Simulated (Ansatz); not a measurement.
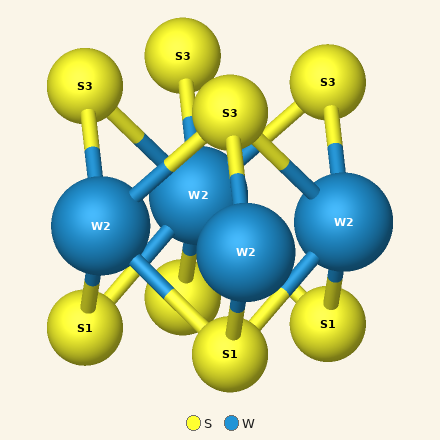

The system is a two-dimensional sheet of WS₂ (3 atoms in the cell); the picture shows the reference structure. The lattice constant and the thickness of a sheet are varied, nothing relaxed. The first coordinate is: lattice constant a of the sheet (both vectors scaled alike); the second: thickness: height of S3 above S1, all heights scaled alike. Grid: 7 × 7 points. Points are written as (first, second). Energies: meV/atom, counted from the lowest grid point. The calculation used Ansatz 0.2.0, DFT PBE+D3(BJ), scalar-relativistic, plane waves, PAW. Settings: cutoff 420 eV, k-mesh 12×12×1, gaussian smearing 0.02 eV, no spin polarisation.

Its coordinates:

```
CELL_PARAMETERS angstrom
3.16000 0.00000 0.00000
-1.58000 2.73664 0.00000
0.00000 0.00000 32.29109
ATOMIC_POSITIONS crystal
S 0.33333 0.66667 0.45119
W 0.66667 0.33333 0.50000
S 0.33333 0.66667 0.54881
```

Range: lattice constant a of the sheet (both vectors scaled alike) from 2.970 to 3.349 Å; thickness: height of S3 above S1, all heights scaled alike from 2.906 to 3.398 Å.

**What landscape does the calculation give?**

The lowest grid point is at (3.160 Å, 3.152 Å). It is the only kind of minimum in the scanned range. The highest grid point, (2.970 Å, 2.906 Å), lies 452 meV/atom above the lowest. Round the minimum the valley is somewhat tilted: raising the first coordinate shifts the best value of the second coordinate downwards (coupling k₁₂/√(k₁₁k₂₂) about 0.5).

```csv
"second ↓, first →",2.970,3.033,3.096,3.160,3.223,3.286,3.349
3.398,151,94,75,90,134,201,289
3.316,135,65,36,42,77,138,221
3.234,142,58,16,11,37,90,166
3.152,174,73,18,0,16,60,128
3.070,234,116,43,12,15,49,108
2.988,326,186,96,48,37,59,108
2.906,452,289,178,112,85,93,130
```

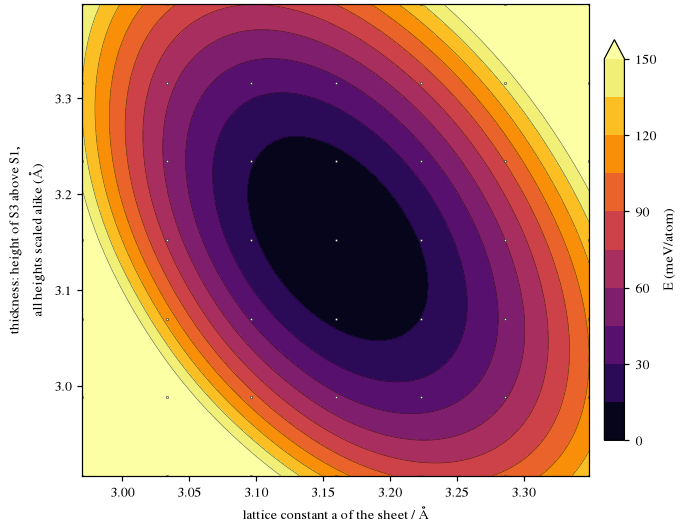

The picture shows filled contours, dots at the grid points, one colour for all values above the top of the scale. Between grid points the surface is interpolated.

Time for the 49 points that were run: 9 min on 1 thread of Arm Neoverse V2 (shared host).

PAW datasets: the set soft_1.
